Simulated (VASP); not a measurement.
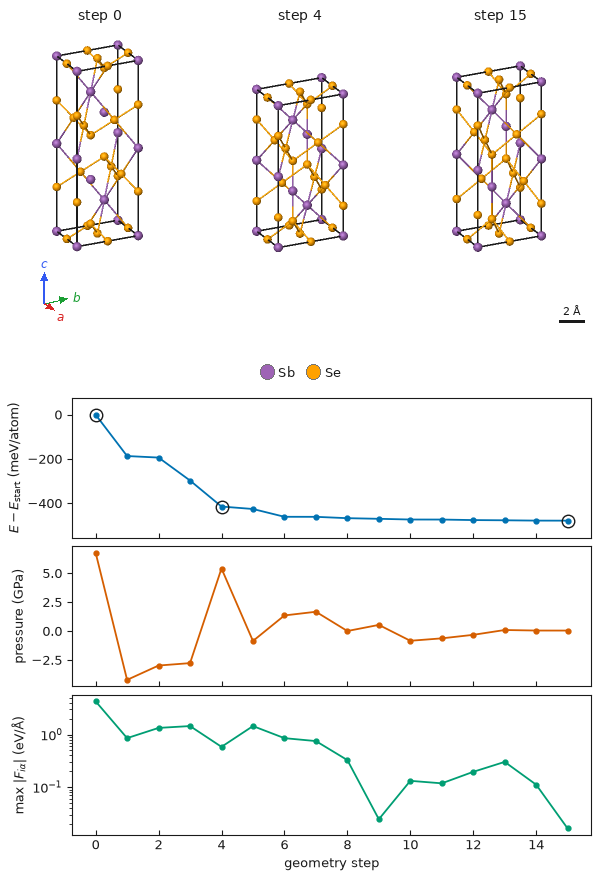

Frames of a relaxation of solid Sb2Se5 (a generated structure, set up in R-3m), marked on the history of the run. A ball-and-stick model of the conventional cell (3 times the calculation's cell), seen slightly off an axis. Lengths and directions refer to the drawn axes.

The run lets cell and atoms move.

Theory: Kohn-Sham DFT of a periodic cell, PBE, VASP PAW PBE potentials, recommended in VASP.

Input
```
PREC = Normal
ENCUT = 520
EDIFF = 1E-4
ISMEAR = 0
SIGMA = 0.15
LREAL = F
LASPH = T
NELM = 60
ALGO = Fast
ISIF = 3
LWAVE = F
LCHARG = F
GGA = PE
IBRION = 2
NSW = 24
EDIFFG = -0.08
```

Launched with:
```bash
cat potpaw_PBE.64/Sb/POTCAR potpaw_PBE.64/Se/POTCAR > POTCAR
mpirun -np 1 vasp_std > vasp.out
```

Describe the path.

The largest moves relative to the cell, 0.56 Å, are those of Se atoms. Sb stays in place. The volume changes by −5.2 %, with a = b 6.979 → 7.251 Å (+3.9 %), c 14.667 → 12.884 Å (−12.2 %). Some distances before and after: Sb–Se 3.708 → 2.698 Å, Se–Se 2.335 → 2.633 Å, Sb–Se 3.168 → 2.999 Å. New bonds form: Sb–Se (3.71 → 2.70 Å). Bond angles that change, for instance: Se–Se–Se 96.7° → 87.0°, Se–Sb–Se 113.2° → 105.6°, Se–Sb–Se 66.8° → 74.4°. The space group stays R-3m (No. 166). The energy falls by 478 meV per atom in 15 geometry steps. The largest force component goes from 4.3 to 0.016 eV/Å. Pressure: 6.77 GPa at the start and 0.05 GPa at the end. From step 0 to 4: Se atoms move most (0.48 Å), volume −8.6 %, energy −415 meV per atom. From step 4 to 15: Se atoms move most (0.04 Å), volume +3.8 %, energy −63.7 meV per atom.

```
step  E − E(0), meV/atom  largest force component, eV/Å  pressure, GPa  volume, Å³/atom
   0                0.00                         4.2910           6.77           29.462
   1             -186.61                         0.8553          -4.21           35.066
   2             -193.55                         1.3386          -2.97           33.973
   3             -297.21                         1.4517          -2.76           32.203
   4             -414.64                         0.5839           5.41           26.915
   5             -425.72                         1.4509          -0.85           29.645
   6             -460.90                         0.8544           1.36           28.279
   7             -461.08                         0.7517           1.67           28.116
   8             -467.15                         0.3267           0.01           28.994
   9             -470.02                         0.0244           0.54           28.656
  10             -473.22                         0.1317          -0.83           29.153
  11             -473.38                         0.1180          -0.62           29.066
  12             -475.74                         0.1954          -0.32           28.667
  13             -476.70                         0.3018           0.10           28.170
  14             -478.13                         0.1112           0.05           28.021
  15             -478.36                         0.0163           0.05           27.940
```
